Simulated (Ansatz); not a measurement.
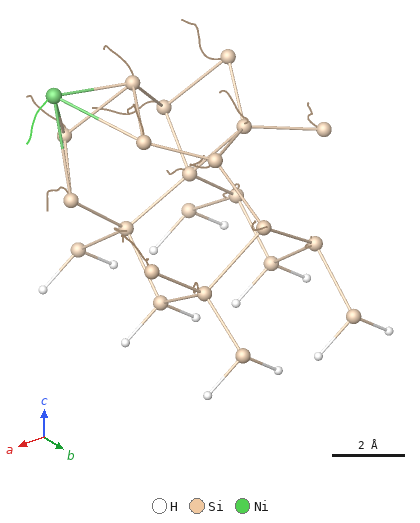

Molecular dynamics of Ni on Si(100)-2x1, underside capped with H (29 atoms in the cell), 128 fs long. It starts from the last geometry of an earlier run, with fresh velocities. Lines trace each atom's path, in the colour of its element; spheres stand at the starting positions. Fixed atoms have no trace. Seen from a free direction in the simulation cell, with the vacuum cut short.

The calculation used Ansatz, DFT PBE, scalar-relativistic, plane waves, PAW. Run with plane-wave cutoff 420 eV; k-point mesh 1 × 1 × 1; Fermi-Dirac smearing 0.02 eV; spin collinear; 12 atoms held fixed; Langevin thermostat (NVT); set temperature 2400 K; time step 0.5 fs; friction 0.005 per fs.

> How do the atoms move?

Root-mean-square distances from the starting positions over the second half, with the common drift of all atoms taken out: Ni 1.10 Å, Si 0.93 Å. That is a large part of the typical shortest distance between atoms in the first frame, about 2.2 Å and still growing: the atoms leave their places as in a liquid. Bond changes: 2 Si–Si bonds break between 84 fs and 128 fs. The run was cut off by its time limit after 257 steps.

Limits of the set-up: the periodic images lie only 7.7 Å apart, so the values are limited by the cell's size.

Cost: 50 min on 2 threads of Arm Neoverse V1, on a shared host, peak memory 1.2 GiB.

PAW datasets: the set soft_1.
